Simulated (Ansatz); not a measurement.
Consider PbS.

```cif
data_structure
_symmetry_space_group_name_H-M 'P 1'
_symmetry_Int_Tables_number 1
_cell_length_a 3.7882
_cell_length_b 4.0897
_cell_length_c 4.0897
_cell_angle_alpha 120.000
_cell_angle_beta 90.000
_cell_angle_gamma 90.000
_cell_volume 54.87
loop_
_atom_site_label
_atom_site_type_symbol
_atom_site_fract_x
_atom_site_fract_y
_atom_site_fract_z
_atom_site_occupancy
Pb1 Pb 0.99818 0.00914 0.00313 1
S1 S 0.50437 0.64940 0.31891 1
```

Space group P1; a structure from a database of computed crystals, not necessarily the ambient phase; changed on purpose from its base cell (atoms moved at random by about 0.05 A).

Method: Ansatz, Kohn-Sham DFT of a periodic cell, PBE, Ansatz PAW.

**What will maps of the valence pseudo-density and electron localisation function show?**

Pb–S (3.04 Å): the density is about 0.2 e/Å³ at the midpoint; the ELF peaks at about 0.85 in the valence shell of S, 0.8 Å from its nucleus, and drops to about 0.20 between the two atoms.
Pb–S (3.07 Å): ρ is about 0.19 e/Å³ halfway; the ELF peaks at about 0.85 in the valence shell of S, 0.8 Å from its nucleus, and drops to about 0.20 between the two atoms.

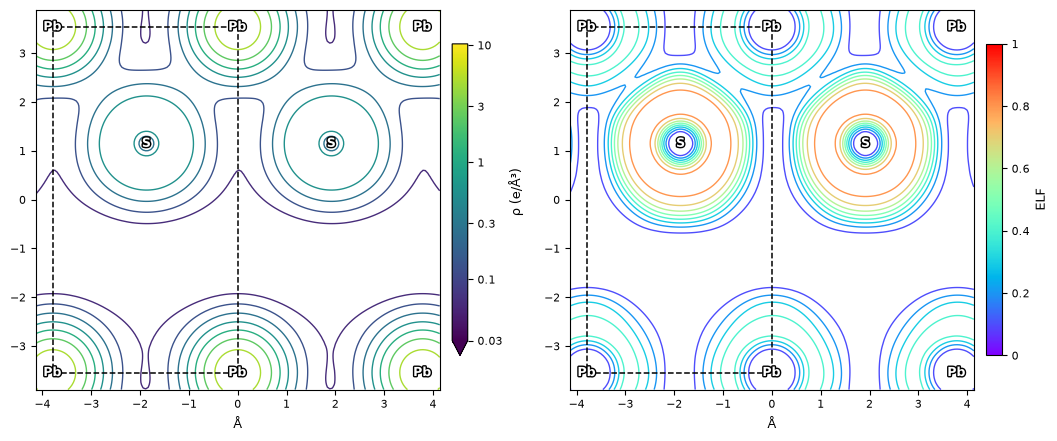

Computed valence pseudo-density and electron localisation function on the (011) plane of the conventional cell, in this order. 

The density is the valence pseudo-density of a PAW calculation; it isn't the true density close to the nuclei.
